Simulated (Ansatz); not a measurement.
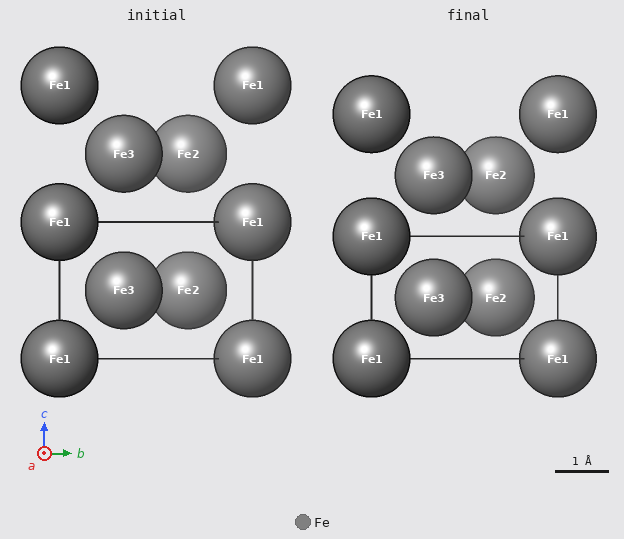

The structure of crystalline Fe (built on the omega_191 type) (coarse preliminary run) before (left) and after (right) a relaxation, at one scale.

Style: spheres-only. Shown: the cell of the calculation, repeated 1 × 1 × 2 with one cell outlined, along the a axis.

Case: omega type (P6/mmm, No. 191).

Computed with Ansatz, DFT PBEsol, scalar-relativistic, plane waves, PAW.

Input file:
```yaml
crystal:
  lattice:
    - [4.2550579377, 0.0, 0.0]
    - [-2.1275289688, 3.6849882686, 0.0]
    - [0.0, 0.0, 2.6085355183]
  atoms:
    - { symbol: Fe, position: [0.0, 0.0, 0.0], spin: 3.1 }
    - { symbol: Fe, position: [0.3333333333, 0.6666666667, 0.5], spin: 3.0 }
    - { symbol: Fe, position: [0.6666666667, 0.3333333333, 0.5], spin: 3.0 }
basis:
  ecutwfc: 420
kpoints:
  mp_grid: { grid: [6, 6, 6] }
hamiltonian:
  xc: pbesol
scf:
  occupations: { method: gaussian, width: 0.1 }
  lower_state_search: "off"
output:
  forces: true
  stress: true
  eigenvalues: true
  populations: true
magnetization:
  spin_polarized: true
relax:
  adjacent_minimum: "off"
  f_tol: 0.04
  max_steps: 70
  cell: { stress_tol: 0.4 }
```

### What changed between the two?

Over 5 accepted moves (6 points after the start) the energy falls by 219 meV per atom. All forces vanish by symmetry, so only the cell relaxes. Pressure: −19.95 GPa at the start and 0.04 GPa at the end. The SCF was repeated once at an unchanged geometry on a basis and grid sized afresh for the cell, which shifted the energy by 1.2 meV per atom at most. No atom moves by more than 0.005 Å relative to the cell. The drawn cell changes as follows: a = b 4.255 → 4.110 Å (−3.4 %), c 2.609 → 2.334 Å (−10.5 %); the volume changes by −16.5 %. Near-neighbour distances that change, for instance: Fe1–Fe1 2.609 → 2.334 Å, Fe2–Fe3 2.457 → 2.373 Å. The space group stays P6/mmm (No. 191).

Limits of the set-up: the k-point mesh is coarse for a cell with partly filled bands.
